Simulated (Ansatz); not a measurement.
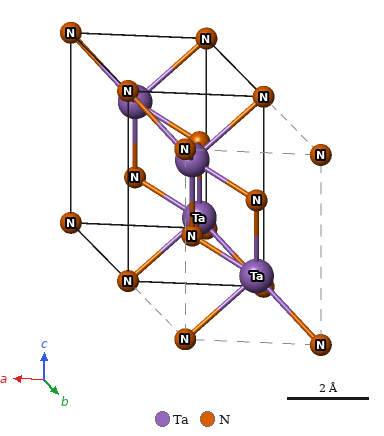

Crystal structure, ball-and-stick style, seen from a general direction. 1×2×1 cells are drawn; the solid outline is the conventional unit cell. Cell: a = 3.392 Å, b = 3.392 Å, c = 5.370 Å, α = 90.00°, β = 90.00°, γ = 120.00°.

The formula is Ta2N3. Its lattice is primitive hexagonal, its space group P-3m1 (No. 164). It has 5 atoms to the cell (2 Ta, 3 N). Ta is linked to seven N at about 2.0 to 2.4 Å. N takes two kinds of site: 1a with six Ta in an octahedral arrangement at about 2.4 Å; 2d with four Ta in a tetrahedral arrangement at about 2.0 to 2.1 Å. Not all metal-metal contacts are counted. The bonds build a three-dimensional framework.

Starting structure: a textbook structure type filled with these elements (whether it is the usual form wasn't checked). The picture shows the end point of a geometry optimisation with DFT r2SCAN, scalar-relativistic, plane waves, PAW in Ansatz.
